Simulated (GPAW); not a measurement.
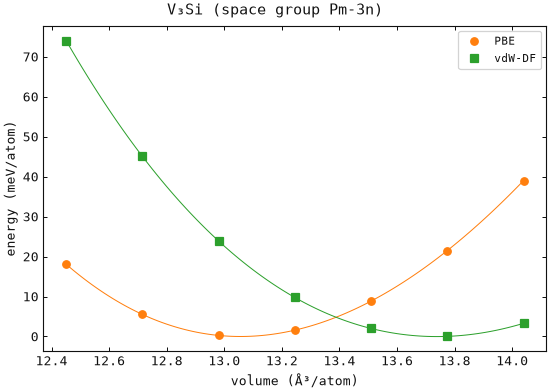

How it was computed, with GPAW 26.7.0: PAW DFT in plane waves, on a grid or in atomic orbitals, collinear spins; energies at scaled volumes of the given cell, shape and fractions fixed, counted from the fit's minimum, third-order Birch-Murnaghan fit. All runs: collinear spin.

```tsv
setting	value
k mesh	4×4×4
occupations	Fermi–Dirac
smearing width	0.05 eV
potentials	GPAW PAW data sets (gpaw data 1.2.1)
wave cutoff	600 eV
```

Figure. Energy against volume, with one curve for each functional, for V₃Si (space group Pm-3n).

The fitted equilibrium volumes, smallest first, are PBE 13.056, vdW-DF 13.738 Å³/atom. The fitted bulk moduli, smallest first, are vdW-DF 166.5, PBE 190.6 GPa.

Limits of the calculation: coarse k mesh.
